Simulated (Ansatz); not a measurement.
**Hf$_{16}$SiO$_{32}$: single-point calculation (part 1 of 2)**

System: Hf$_{16}$SiO$_{32}$ (defect cell, 49 atoms in the cell).
Method: DFT PBE, scalar-relativistic, plane waves, PAW, spin-polarised (Ansatz 0.2.0).

The structure derives from a Materials Project entry.

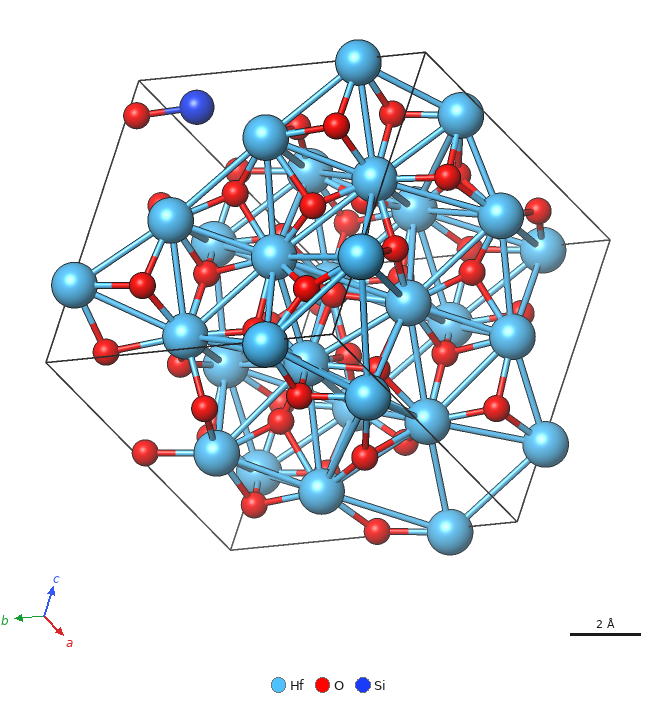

**Figure 1.** The structure (ball-and-stick view of the cell of the calculation, seen at an oblique angle). An atom can appear more than once, as a periodic image.

## Results in brief

- outcome: converged
- electrons treated: 612
- free energy: −270411.5056 eV
- Fermi energy: 19.421 eV
- gap on the k-point mesh: 0.79 eV
- net moment of the cell: 0.00 μB
- integrated absolute moment: 0.00 μB
- largest force (length of the vector): 0.039 eV/Å
- hardware: 4 threads of Arm Neoverse V1, 24 GiB of memory available, shared host
- wall time: 4.9 min (CPU time 20 min)
- peak memory: 4.8 GiB

## Remarks

The program warns: some starting moments were not kept. Spin–orbit coupling is left out, which matters for Hf.

## The input
```yaml
crystal:
  lattice:
    - [-5.080319, 5.164867, 4.890884]
    - [5.080319, -5.164867, 4.890884]
    - [5.080319, 5.164867, -4.890884]
  atoms:
    - { symbol: Hf, position: [0.0074677096, -0.0042033208, 0.2792009591] }
    - { symbol: Hf, position: [0.5179087641, 0.5185890883, 0.2933393473] }
    - { symbol: Hf, position: [0.501980669, -0.0199292169, 0.7516329395] }
    - { symbol: Hf, position: [-0.0093369502, 0.4659938063, 0.7380697716] }
    - { symbol: Hf, position: [0.7405041099, 0.0063057313, 0.4844463254] }
    - { symbol: Hf, position: [0.2266883047, 0.5035554779, 0.4751863679] }
    - { symbol: Hf, position: [0.3229261313, 0.0840280491, 0.9992677902] }
    - { symbol: Hf, position: [0.7392807503, 0.5099076473, 0.9857346803] }
    - { symbol: Hf, position: [0.7406993576, 0.2115945476, 0.2045510679] }
    - { symbol: Hf, position: [0.2147786215, 0.7188271189, 0.2083446018] }
    - { symbol: Hf, position: [0.2227330392, 0.2299879408, 0.7201690676] }
    - { symbol: Hf, position: [0.7041885833, 0.6966392831, 0.7139074756] }
    - { symbol: Hf, position: [0.0284101573, 0.254934261, 0.0080590148] }
    - { symbol: Hf, position: [0.5193293484, 0.7377798137, -0.0025463001] }
    - { symbol: Hf, position: [0.5081081303, 0.2156805729, 0.4705624671] }
    - { symbol: Hf, position: [0.0253890024, 0.7415696803, 0.4951268244] }
    - { symbol: O, position: [0.9557978339, 0.4539865444, -0.0175330155] }
    - { symbol: O, position: [0.4762565636, 0.9578816928, -0.0073053749] }
    - { symbol: O, position: [0.4489592501, 0.4435710149, 0.4846643878] }
    - { symbol: O, position: [0.9621541571, 0.9561160266, 0.4932934527] }
    - { symbol: O, position: [0.2920509296, 0.3049600596, 0.0058755558] }
    - { symbol: O, position: [0.7857782126, 0.7778723002, -0.0042891263] }
    - { symbol: O, position: [0.7787359027, 0.2635988706, 0.4756203834] }
    - { symbol: O, position: [0.2831009184, 0.7774890071, 0.4812363902] }
    - { symbol: O, position: [0.7575852164, -0.0067903908, 0.2398079305] }
    - { symbol: O, position: [0.2672047545, 0.5188900055, 0.2426971538] }
    - { symbol: O, position: [0.2599105801, 0.0026597813, 0.7299773] }
    - { symbol: O, position: [0.7157131615, 0.4557008837, 0.7210379376] }
    - { symbol: O, position: [0.5391169598, 0.2763667326, 0.2609500146] }
    - { symbol: O, position: [0.9870346126, 0.732036035, 0.2377465923] }
    - { symbol: O, position: [0.9770255715, 0.2127200666, 0.7446581682] }
    - { symbol: O, position: [0.4796431527, 0.7228279964, 0.7385709802] }
    - { symbol: O, position: [0.2770767101, 0.1215733148, 0.4998877773] }
    - { symbol: O, position: [0.791464515, 0.6198332837, 0.5118584906], spin: 0.2 }
    - { symbol: O, position: [0.7688950606, 0.0883188665, 0.957282218] }
    - { symbol: O, position: [0.2598623009, 0.6036842527, 0.9697300336] }
    - { symbol: O, position: [0.9595262605, 0.4620763347, 0.3016354907] }
    - { symbol: O, position: [0.4717002003, 0.9325520992, 0.3013556513] }
    - { symbol: O, position: [0.4721068837, 0.464522833, 0.8340343861] }
    - { symbol: O, position: [0.9879755177, 0.9555233651, 0.8631484539], spin: 0.2 }
    - { symbol: O, position: [0.5957626983, 0.2669761996, -0.0129243147] }
    - { symbol: O, position: [0.1897966428, 0.963931245, 0.1597393197], spin: 0.2 }
    - { symbol: O, position: [0.1135352331, 0.3249745463, 0.5639703952] }
    - { symbol: O, position: [0.6179544094, 0.7897504731, 0.5250000364] }
    - { symbol: O, position: [0.0814157317, 0.2204918309, 0.2382372549] }
    - { symbol: O, position: [0.6389673431, 0.6510070511, 0.1821248427] }
    - { symbol: O, position: [0.6223971656, 0.1234237312, 0.6460961816] }
    - { symbol: O, position: [0.1271155474, 0.6312137841, 0.6472337054], spin: 0.2 }
    - { symbol: Si, position: [0.0568936573, 0.8096666219, 0.9243104821], spin: 0.2 }
magnetization:
  spin_polarized: true
basis:
  ecutwfc: 420
  fft_grid_basis: typed
kpoints:
  mp_grid: { grid: [2, 2, 2] }
hamiltonian:
  xc: pbe
  pseudopotentials: { kind: paw }
scf:
  occupations: { method: gaussian, width: 0.05 }
output:
  forces: true
  stress: false
  eigenvalues: true
  bader: true
  write_density: true
  volumetric_format: npy
  populations: true
```

Run as:
```bash
ansatz run input.yaml --threads 4 --pin off --max-ram 10240MiB --backend cpu --events-out ev --progress --plain --runs-dir out
```

## Output
```
Engine: ansatz 0.2.0, aarch64-unknown-linux-gnu
Pseudopotentials: kind: paw
Pseudopotential: Hf, paw, valence charge 26, recommended cutoff 420 eV (normal), Hf.paw.azcp
Pseudopotential: O, paw, valence charge 6, recommended cutoff 420 eV (normal), O.paw.azcp
Pseudopotential: Si, paw, valence charge 4, recommended cutoff 420 eV (normal), Si.paw.azcp
Functional definition: PBE
  parameter kappa = 0.804
  parameter beta = 0.06672455060314922
  exchange = pbe_x(kappa = kappa, mu = beta*pi^2/3)
  correlation = pbe_c(beta = beta)
Crystal: 49 atoms, lattice volume = 513.331 Å³
Basis set: ecut = 420 eV, 10089 PW (Γ), exchange–correlation on 120×120×120 points (8 copies of the dense FFT grid, shifted against one another)
Bands: 368, of which v1, the nominal top of the filled ones, is band 306 counted from 1 (305 counted from 0)
Symmetry: 1 space group operations
Space group: P1 (ITA 1), of the structure as read, at distance tolerance 8.0e-5 Å
Magnetic group: BNS 1.1 (UNI 1), of the structure as read, at distance tolerance 8.0e-5 Å
k-points: 8
Non-local potential: Hf, projectors of the file, l = 0: 3, l = 1: 2, l = 2: 2, l = 3: 3
Non-local potential: O, projectors of the file, l = 0: 2, l = 1: 2, l = 2: 1
Non-local potential: Si, projectors of the file, l = 0: 2, l = 1: 2, l = 2: 2
PAW form: soft (Blöchl's): semilocal exchange-correlation on the pseudo side does not see the compensation charge
PAW one-centre angular grid: Hf, 590 points (default); XC on 64 Gauss nodes
PAW one-centre angular grid: O, 110 points (default); XC on 64 Gauss nodes
PAW one-centre angular grid: Si, 110 points (default); XC on 64 Gauss nodes
Initial density: superposition of atomic densities (chi_scale 0.1, normalization cell, long waves kept (reshape's long-wave potential 0.12 eV rms))
Starting moments: Σ|m| = 1 μB on 5 of 49 sites
Initial wavefunctions: pseudopotential atomic-orbital guess
Functional: x = pbe(κ = 0.804, μ = 0.2195149727645171), c = pbe(β = 0.06672455060314922)
SCF iter   1: F=—  HF=-270416.020411 eV  |F-HF|=—  |Δ(HF+E_count)|=         —  Δρ=5.00e-2 (↑5.00e-2 ↓4.68e-2)  dr2=5.01e1  dr2_m=1.18e-1  M=0.000 μB ∫|m|=0.134 μB  β_m=0.30  ethr=3.10e-3  ⟨swp⟩=5.1  Hψ=17980  notcnv=0  defer=449
Mixer restart at iter 1: flushing history
preconditioner: auto → Resta (q_TF=auto, 2.809 Å⁻¹)  ε∞=5.4  [insulator: Δε(μ)=0.862 eV  Ē_g=18.914 eV  σ=0.050 eV  W_gap=1.00  n_scr=192 (ndim 8)  ℏωp=39.5 eV  f_vac=0.000  D(μ)=0.00/eV (n_scr^D=0)  ε∞_Penn≈5.4]
spin=Collinear: Resta preconditioning applied to the charge; magnetization (m = ρ↑ − ρ↓) channel mixes plain (no charge-response kernel on spin).
SCF iter   2: F=—  HF=-270407.794909 eV  |F-HF|=—  |Δ(HF+E_count)|=    8.23e0  Δρ=3.00e-2 (↑3.00e-2 ↓2.91e-2)  dr2=1.79e1  dr2_m=6.42e-2  M=0.000 μB ∫|m|=0.096 μB  β_m=0.47  ethr=3.10e-3  ⟨swp⟩=2.0  Hψ=8768  notcnv=0  defer=906
SCF iter   3: F=—  HF=-270409.644544 eV  |F-HF|=—  |Δ(HF+E_count)|=    1.85e0  Δρ=1.35e-2 (↑1.27e-2 ↓1.35e-2)  dr2=3.55e0  dr2_m=9.14e-3  M=0.000 μB ∫|m|=0.048 μB  β_m=0.55  ethr=2.93e-3  ⟨swp⟩=2.2  Hψ=7591  notcnv=0  defer=903
SCF iter   4: F=—  HF=-270411.443561 eV  |F-HF|=—  |Δ(HF+E_count)|=    1.80e0  Δρ=4.87e-3 (↑4.87e-3 ↓4.84e-3)  dr2=4.66e-1  dr2_m=1.62e-4  M=0.000 μB ∫|m|=0.013 μB  β_m=0.61  ethr=5.79e-4  ⟨swp⟩=2.5  Hψ=11782  notcnv=0  defer=904
SCF iter   5: F=—  HF=-270411.483649 eV  |F-HF|=—  |Δ(HF+E_count)|=   4.01e-2  Δρ=2.14e-3 (↑2.14e-3 ↓2.12e-3)  dr2=9.09e-2  dr2_m=8.41e-6  M=0.000 μB ∫|m|=0.004 μB  β_m=0.78  ethr=7.61e-5  ⟨swp⟩=2.0  Hψ=9336  notcnv=0  defer=904
SCF iter   6: F=—  HF=-270411.508046 eV  |F-HF|=—  |Δ(HF+E_count)|=   2.44e-2  Δρ=8.85e-4 (↑8.85e-4 ↓8.84e-4)  dr2=1.28e-2  dr2_m=1.93e-7  M=0.000 μB ∫|m|=0.000 μB  β_m=0.66  ethr=1.49e-5  ⟨swp⟩=2.0  Hψ=10872  notcnv=0  defer=904
SCF iter   7: F=—  HF=-270411.502922 eV  |F-HF|=—  |Δ(HF+E_count)|=   5.12e-3  Δρ=3.17e-4 (↑3.14e-4 ↓3.17e-4)  dr2=1.95e-3  dr2_m=1.87e-7  M=0.000 μB ∫|m|=0.000 μB  β_m=0.83  ethr=2.09e-6  ⟨swp⟩=2.0  Hψ=11232  notcnv=0  defer=904
SCF iter   8: F=—  HF=-270411.505612 eV  |F-HF|=—  |Δ(HF+E_count)|=   2.69e-3  Δρ=1.98e-4 (↑1.94e-4 ↓1.98e-4)  dr2=6.69e-4  dr2_m=1.13e-7  M=0.000 μB ∫|m|=0.000 μB  β_m=0.72  ethr=3.18e-7  ⟨swp⟩=2.0  Hψ=10896  notcnv=0  defer=904
SCF iter   9: F=—  HF=-270411.505547 eV  |F-HF|=—  |Δ(HF+E_count)|=   6.48e-5  Δρ=6.34e-5 (↑6.12e-5 ↓6.34e-5)  dr2=7.92e-5  dr2_m=1.03e-7  M=0.000 μB ∫|m|=0.000 μB  β_m=0.78  ethr=1.09e-7  ⟨swp⟩=2.0  Hψ=10784  notcnv=0  defer=904
SCF iter  10: F=—  HF=-270411.505582 eV  |F-HF|=—  |Δ(HF+E_count)|=   3.52e-5  Δρ=2.65e-5 (↑2.65e-5 ↓2.59e-5)  dr2=1.32e-5  dr2_m=1.06e-8  M=0.000 μB ∫|m|=0.000 μB  β_m=0.88  ethr=1.29e-8  ⟨swp⟩=2.0  Hψ=10696  notcnv=0  defer=904
SCF iter  11: F=—  HF=-270411.505590 eV  |F-HF|=—  |Δ(HF+E_count)|=   7.99e-6  Δρ=1.56e-5 (↑1.53e-5 ↓1.56e-5)  dr2=4.77e-6  dr2_m=7.67e-10  M=0.000 μB ∫|m|=0.000 μB  β_m=0.81  ethr=2.15e-9  ⟨swp⟩=2.0  Hψ=10784  notcnv=0  defer=904
SCF iter  12: F=—  HF=-270411.505590 eV  |F-HF|=—  |Δ(HF+E_count)|=   4.46e-7  Δρ=5.36e-6 (↑5.36e-6 ↓5.34e-6)  dr2=5.74e-7  dr2_m=2.66e-11  M=0.000 μB ∫|m|=0.000 μB  β_m=0.76  ethr=7.79e-10  ⟨swp⟩=2.0  Hψ=10656  notcnv=0  defer=904
SCF iter  13: F=—  HF=-270411.505590 eV  |F-HF|=—  |Δ(HF+E_count)|=   8.70e-8  Δρ=2.69e-6 (↑2.67e-6 ↓2.69e-6)  dr2=1.40e-7  dr2_m=5.97e-12  M=0.000 μB ∫|m|=0.000 μB  β_m=0.65  ethr=9.38e-11  ⟨swp⟩=3.0  Hψ=10768  notcnv=0  defer=904
SCF iter  14: F=-270411.505590 eV  HF=-270411.505590 eV  |F-HF|=5.18e-9  |Δ(HF+E_count)|=   2.50e-9  Δρ=1.40e-6 (↑1.37e-6 ↓1.40e-6)  dr2=3.93e-8  dr2_m=6.07e-12  M=0.000 μB ∫|m|=0.000 μB  ethr=1.63e-11  ⟨swp⟩=10.2  Hψ=28681  notcnv=0
SCF 1 converged in 14 iterations: F = -270411.505590 eV  dr2 = 3.93e-8
  greatest PAW one-centre occupation: 0.999 electrons in one spin orbital (limit 2), on the Hf atom at site 13 (counted from 0), in its partial waves of l = 0
```

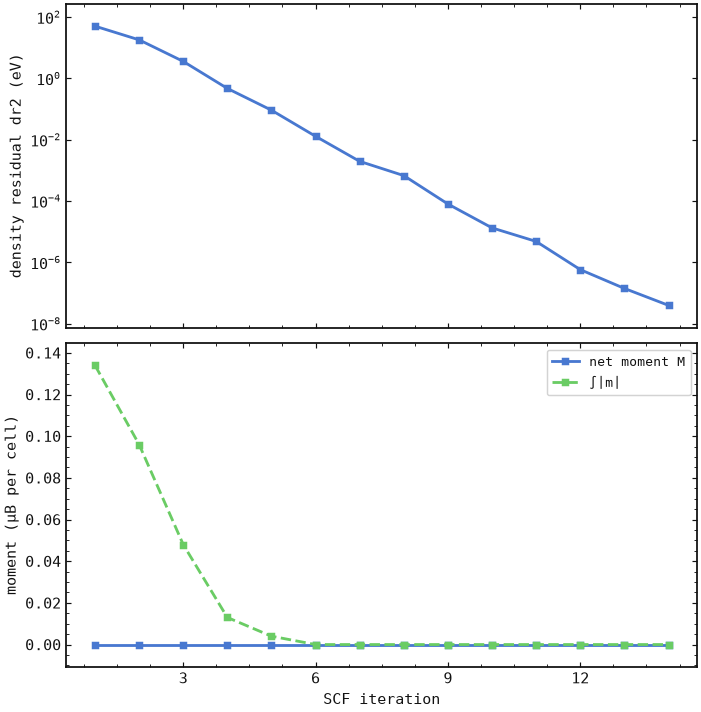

**Figure 2.** Convergence of the self-consistent field: density residual dr2 and magnetic moment against the SCF iteration. The residual falls at every step. The net moment stays at 0.0 μB per cell, and ∫|m| falls to zero.

```
WARN: the starting moments were not kept: the SCF closed with an absolute magnetisation of 3.3e-6 μB, where they sum to 1 μB in size (5 sites). That is at most 0.1 of that sum. Measured as dr2_m measures the in/out step, that magnetisation stands 5.2e-13 eV from none, at or under the dr2_threshold of 1.0e-7 eV: it is no larger than a step whose dr2_m would equal this threshold. The system may hold no moment; this SCF shows only that its start led to no more than that. To try another start: raise the starting moments (crystal.atoms[].spin, magnetization.per_species, magnetization.initial_magnetization, or on a non-collinear deck that types none of these the spinor_matrix: blocks that start its atoms; where the total moment is fixed, keep their sum and leave initial_magnetization as it is; typed ones take the place of any that the run laid by itself, positive ones on a crystal's lanthanoids without a Hubbard term where scf.initial_density.shell_occupations: [] is typed) or, if the notice of its spin-set hold's release reads "site moments contracting" or "site moments show no strong build", lengthen the hold (scf.mixing.spin_hold: { on: { confirm: 4 } }; for m-r²SCAN on two components see the key's manual first). Each may lead to a state that holds a moment. A second SCF, from the converged charge density, with the starting moments and any scf.initial_density.shell_occupations laid on it anew, would have followed, and was not run: the deck does not ask for one (magnetization.retry_lost_moments is false, the default). To let it run, set magnetization.retry_lost_moments: true and run the deck again, where that key's refused combinations let it; where memory then withholds it, that run's warning says so.
SCF converged after 14 iterations
Magnetization: 0.0000 μB (306.0000 up, 306.0000 down)
Absolute magnetization: 0.0000 μB (∫|ρ↑−ρ↓|, with the PAW one-centre terms)
Spin contamination: 0.0000 ħ² per cell (⟨S²⟩ above its minimum at these occupations)
Per-site moments (μB) at R_I (Å): [(-1.2540521264627122e-9, 0.8301744931608622), (-1.4735622463236753e-9, 0.8082879718599061), (4.483523952006987e-9, 0.812412387929977), (-2.0841568457525945e-8, 0.8419781844617371), (5.03870973542459e-9, 0.8254837393586395), (-5.47139467206349e-9, 0.8364749283484435), (-4.099593645724857e-8, 0.8378770522901391), (-7.3064300678620504e-9, 0.8369052486518673), (4.274056236083532e-9, 0.810035429717976), (-3.138962352871925e-8, 0.8219267262128557), (4.318549685154868e-9, 0.8219515283898534), (9.436602896654212e-8, 0.8757105335655876), (-7.291326321984158e-9, 0.8215552779174918), (4.98783069055269e-9, 0.8324774677559248), (1.960920016274292e-9, 0.827852170394988), (-2.3968232877410892e-8, 0.8238928298531777), (-5.3866743478543244e-8, 0.8723993696313594), (-1.2996182021781748e-8, 0.8378770522901391), (-9.30718211291978e-9, 0.8860964488045094), (-1.0920742328722051e-8, 0.876921530642895), (-1.0889112046641912e-8, 0.8385393576745791), (2.521313372685068e-9, 0.8757105335655876), (-7.568675174258362e-9, 0.8429573065970862), (-8.625058502247e-9, 0.8657491762921806), (-7.085790182159542e-9, 0.8579252303891437), (-1.123483924320564e-8, 0.8464570753209594), (-1.8566479491149066e-8, 0.8442082139064089), (7.99956248441988e-9, 0.8517569953258153), (-1.1645063288391233e-8, 0.8403854450797609), (-1.557881682175488e-8, 0.8754071724967657), (-8.820830364884968e-9, 0.8593220488249474), (-4.289469443279555e-9, 0.8760766940811384), (-2.8781876566120463e-9, 0.827852170394988), (1.4439425534388996e-7, 0.8238928298531777), (1.737993653601599e-9, 0.8215552779174918), (1.5098518834253603e-8, 0.8324774677559248), (-1.0312261109478878e-8, 0.810035429717976), (-2.154024838914001e-9, 0.8219267262128557), (6.549446302396872e-10, 0.8219515283898534), (6.811643115638979e-8, 0.7258558246987953), (-7.725238556454797e-9, 0.8369052486518673), (1.8950632293066962e-7, 0.7130848052705182), (-8.738654702943624e-9, 0.8256427209228835), (-6.388996352912673e-9, 0.8254837393586395), (-4.913392352224628e-9, 0.8301744931608622), (-5.946817741745489e-9, 0.8082879718599061), (3.3615655711261625e-9, 0.812412387929977), (1.3010346520469536e-7, 0.8419781844617371), (1.519183725860415e-8, 0.7130848052705182)]
Free energy (F): -270411.505590 eV
Harris-Foulkes:  -270411.505590 eV  (|F-HF|=5.18e-9)
Internal energy: -270411.505590 eV  (E = F + TS)
E sigma→0 (E₀):  -270411.505590 eV
Fermi energy:    19.420764 eV
--- Per-component energies (eV) ---
  E_band       = 1291.758103
  E_kinetic    = 12480.614509
  E_local      = -92245.872948  (includes V_loc(G=0)·N_el)
  E_nonlocal   = -18314.358877
  E_hartree    = 42551.620851
  E_xc         = -7244.661791
  E_vxc        = -7357.637975  (∫ρ·V_xc dr)
  E_paw        = -116423.152820  (= ΣΔE_a)
  E_vpaw       = 21625.689614  (= ΣTr[D̂ρ^β])
  E_aug_tail   = 0.079621  (compensation charges beyond the density's cutoff)
  E_ewald      = -91215.774134
  E_smearing   = -0.000000  (= −TS)
  E_closure    = -0.000000  (closes the sum)
  Σ components = -270411.505590   (vs F -270411.505590, Δ=0.00e0)
--- Forces (eV/Å), atoms counted from 1 ---
  atom   1  Hf     0.00395744     0.00023844     0.00541812
  atom   2  Hf     0.00208706    -0.01321094    -0.00062085
  atom   3  Hf    -0.00508895     0.02135345    -0.00323092
  atom   4  Hf     0.02133926     0.00612931     0.00281136
  atom   5  Hf    -0.00321456     0.00155802    -0.00589787
  atom   6  Hf    -0.01267212    -0.00279905     0.00875080
  atom   7  Hf    -0.02383951     0.00001934     0.03132541
  atom   8  Hf     0.00692412    -0.01354880     0.00745486
  atom   9  Hf    -0.01217453     0.01609811    -0.00065630
  atom  10  Hf    -0.02412146    -0.00866149    -0.01163209
  atom  11  Hf     0.00089845     0.00954369    -0.00834046
  atom  12  Hf     0.01371061    -0.00080707     0.00925748
  atom  13  Hf    -0.01257451     0.02501384    -0.00528024
  atom  14  Hf    -0.00176749     0.00038420     0.00755287
  atom  15  Hf    -0.00870275    -0.02405515    -0.00361041
  atom  16  Hf     0.00203371    -0.00541149    -0.00773070
  atom  17  O     -0.00064491    -0.00148234     0.00405725
  atom  18  O      0.00075380     0.00391951     0.00666317
  atom  19  O     -0.00963149    -0.00537933    -0.01215590
  atom  20  O      0.00380949    -0.00286567     0.00224671
  atom  21  O     -0.00280936    -0.01112430    -0.00122942
  atom  22  O     -0.00149100    -0.00123013     0.00305593
  atom  23  O      0.00201138    -0.00216853     0.00217992
  atom  24  O     -0.00556281    -0.00550096     0.00480534
  atom  25  O      0.00422683    -0.00558840    -0.00026377
  atom  26  O      0.00644291     0.00633383     0.00257519
  atom  27  O     -0.00127904    -0.00159402    -0.00041437
  atom  28  O      0.00844595     0.02391080     0.00987803
  atom  29  O     -0.00838233    -0.00110267    -0.00474878
  atom  30  O     -0.00704730     0.01371197    -0.00710260
  atom  31  O      0.00445097    -0.00360404     0.00515637
  atom  32  O      0.00078860    -0.00569225     0.00318386
  atom  33  O      0.00462048     0.00429420     0.00237835
  atom  34  O     -0.00420915    -0.00649829     0.00865046
  atom  35  O      0.00839062    -0.00705532    -0.01328887
  atom  36  O     -0.00011147    -0.00052820     0.00323249
  atom  37  O      0.00690345    -0.00066050     0.00330585
  atom  38  O     -0.00201174    -0.00230429    -0.00884421
  atom  39  O     -0.00716242    -0.00119739     0.00000154
  atom  40  O      0.02217492     0.00210135    -0.00715792
  atom  41  O      0.01123784    -0.00288724    -0.00931607
  atom  42  O      0.01922869    -0.01371169    -0.00547285
  atom  43  O     -0.00250194     0.00979104    -0.00297469
  atom  44  O      0.00599323    -0.00285815     0.00249673
  atom  45  O      0.01292103     0.00481668    -0.01034991
  atom  46  O     -0.01404233     0.00849316     0.00442161
  atom  47  O     -0.00746954    -0.00338777     0.00016136
```
